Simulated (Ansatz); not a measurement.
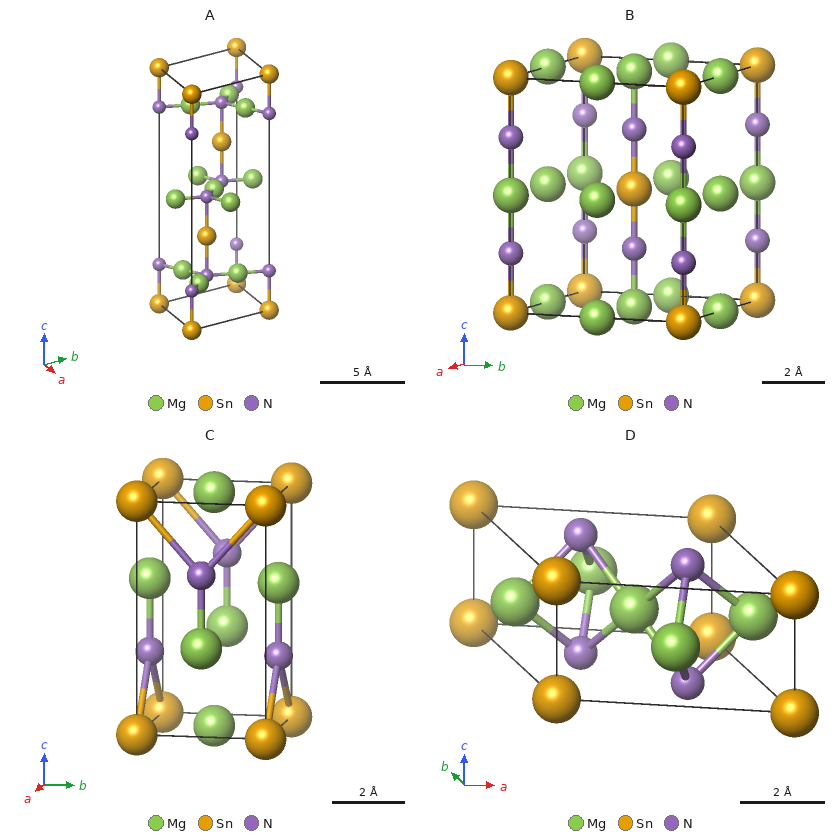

Four structures of Mg3SnN2, each relaxed to rest (conventional cells in solid outline, small ones repeated, each panel with its own scale). Method: DFT PBE, scalar-relativistic, plane waves, PAW in Ansatz, without spin polarisation.

> Name the structure in each panel.

A: 18 atoms a cell on a rhombohedral (trigonal R) lattice, R-3m; B: 12 atoms a cell on a body-centred tetragonal lattice, I4/mmm; C: 6 atoms a cell on a primitive tetragonal lattice, P-4m2; D: CeCo₃B₂ type, P6/mmm.

> Rank them by energy, lowest first.

D, then A (+508 meV/atom), C (+585 meV/atom) and B (+1159 meV/atom), energies at zero smearing.

> Collect the results in a table.

| panel | structure | E − E(lowest) (meV/atom) | volume (Å³/atom) | gap (eV) |
| --- | --- | --- | --- | --- |
| D | P6/mmm | 0 | 14.4 | metal |
| A | R-3m | 508 | 32.5 | metal |
| C | P-4m2 | 585 | 15.1 | metal |
| B | I4/mmm | 1159 | 24.4 | metal |

Some of these may be structure types tried for this composition rather than known phases, and the most stable form need not be among them. Gaps are taken on the k-mesh or band path of each run.
